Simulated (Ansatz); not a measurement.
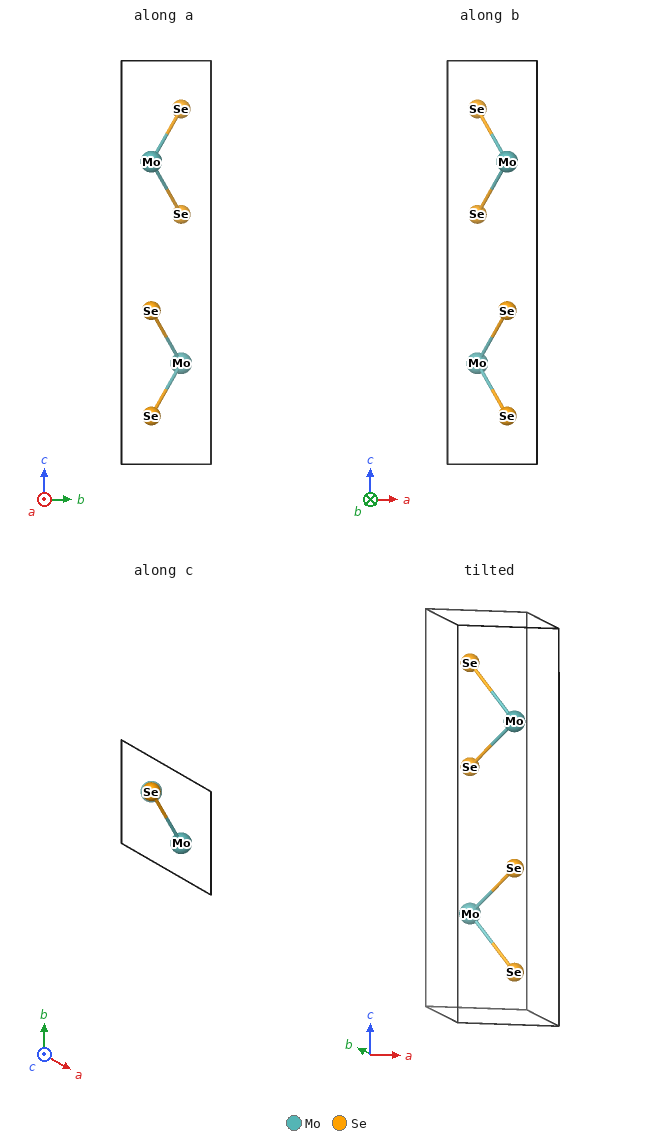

Ball-and-stick drawing of the structure, looking along the a axis, along the b axis, along the c axis and slightly off an axis. The parallelepiped is the conventional unit cell.

Lattice parameters: a = 3.281 Å, b = 3.281 Å, c = 12.802 Å, α = 90.00°, β = 90.00°, γ = 120.00°. Put a along x and b in the xy plane.

### Set out the cell and atoms as a POSCAR file, with free fractional coordinates to two decimals.

```
Mo Se
1.0
     3.281    0.000    0.000
    -1.641    2.842    0.000
     0.000    0.000   12.802
Mo Se
2 4
Direct
  0.3333 0.6667 0.25
  0.6667 0.3333 0.75
  0.6667 0.3333 0.38
  0.6667 0.3333 0.12
  0.3333 0.6667 0.88
  0.3333 0.6667 0.62
```

It goes back to a structure type filled with these elements by a generator (whether the compound takes this form wasn't checked). The final geometry of a relaxation with Ansatz 0.2.0, DFT, PBE-D4, plane waves, PAW is shown.
